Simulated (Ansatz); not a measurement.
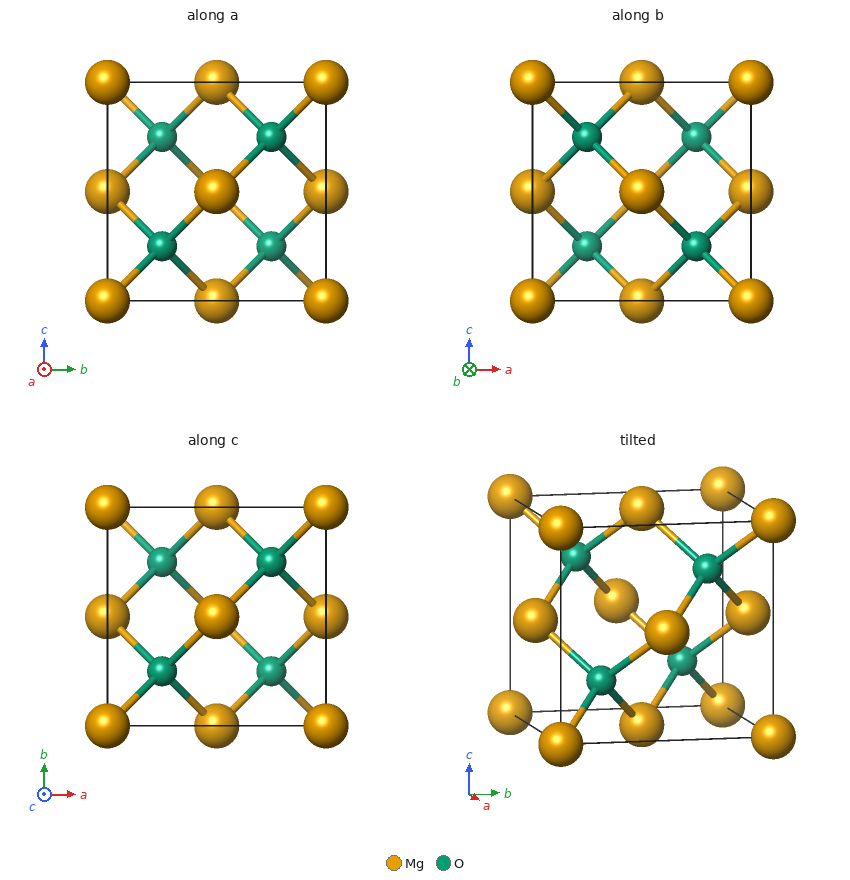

This ball-and-stick model is shown along the a axis, along the b axis, along the c axis and slightly off an axis. The edges of the conventional unit cell are marked.

Lattice parameters: a = 4.8369 Å, b = 4.8369 Å, c = 4.8369 Å, α = 90.000°, β = 90.000°, γ = 90.000°.

Question: Convert the drawing into a CIF with its space group and independent sites.

Answer:
```cif
data_structure
_symmetry_space_group_name_H-M 'F -4 3 m'
_symmetry_Int_Tables_number 216
_cell_length_a 4.8369
_cell_length_b 4.8369
_cell_length_c 4.8369
_cell_angle_alpha 90.000
_cell_angle_beta 90.000
_cell_angle_gamma 90.000
_cell_volume 113.16
loop_
_atom_site_label
_atom_site_type_symbol
_atom_site_symmetry_multiplicity
_atom_site_Wyckoff_symbol
_atom_site_fract_x
_atom_site_fract_y
_atom_site_fract_z
_atom_site_occupancy
Mg1 Mg 4 a 0.0000 0.0000 0.0000 1
O1 O 4 d 0.2500 0.2500 0.7500 1
```

The structure was taken from a structure type filled with these elements by a generator (whether the compound takes this form wasn't checked). The cell was then strained or its atoms displaced on purpose. It was run through Ansatz as a DFT input.

At this level of theory the cell isn't at rest (stretched, at -15 GPa), so its distances can differ from those at equilibrium, the more so the softer the solid.
